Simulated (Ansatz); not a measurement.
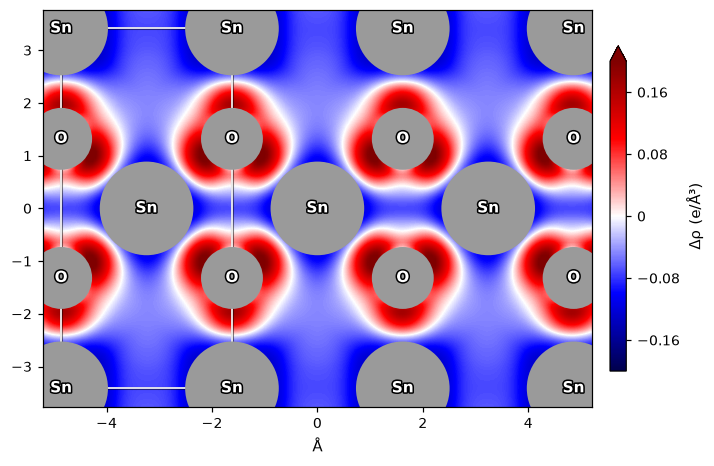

The picture shows: SnO₂. Density of the crystal less the densities of its Sn sublattice and of the rest (O), each computed alone with the atoms in place (the rest with spin, the Sn sublattice without): a map on the (110) plane of the conventional cell, with grey discs over the atomic cores. Cores are masked to 0.9 Å (Sn) and 0.6 Å (O).

Space group Pnnm; the calculation finds a residual pressure of about −6 GPa at this fixed cell. This isn't the usual form at ambient conditions. The cell comes from a database of computed structures, not from a measurement.

Level of theory: Ansatz 0.2.0, DFT PBEsol, scalar-relativistic, plane waves, PAW.

In a PAW calculation such maps are meaningful between the atoms, not at the nuclei.

```xyz
6
Lattice="4.7880 0.0000 0.0000 0.0000 4.8666 0.0000 0.0000 0.0000 3.2409" Properties=species:S:1:pos:R:3 pbc="T T T"
Sn    2.3940    2.4333    1.6204
Sn    0.0000    0.0000    0.0000
O     1.3974    1.5624    0.0000
O     3.7914    0.8709    1.6204
O     0.9966    3.9957    1.6204
O     3.3906    3.3042    0.0000
```

> How does charge move when the Sn sublattice is put in?

Over the whole cell, outside the masked cores, the largest gain lies at the edge of the masked core of O, and the largest loss lies at the edge of the masked core of Sn.
About 1.0 e is rearranged for each Sn atom.
By Bader's partition Sn carries +2.43 e, so it gives electrons to the rest.

> How much energy binds the Sn sublattice to the rest, with both frozen?

E(crystal) − E(Sn sublattice) − E(rest) is −11.2 eV for each Sn atom (negative: bound). The references are the frozen sublattices, not the elements, so this isn't a formation energy. A moment in a sublattice run without spin would make it less negative.

Run times: 26 s (whole crystal), 15 s (the rest) and 6.7 s (sublattice Sn), on 2 threads of Arm Neoverse V2, on a shared host.
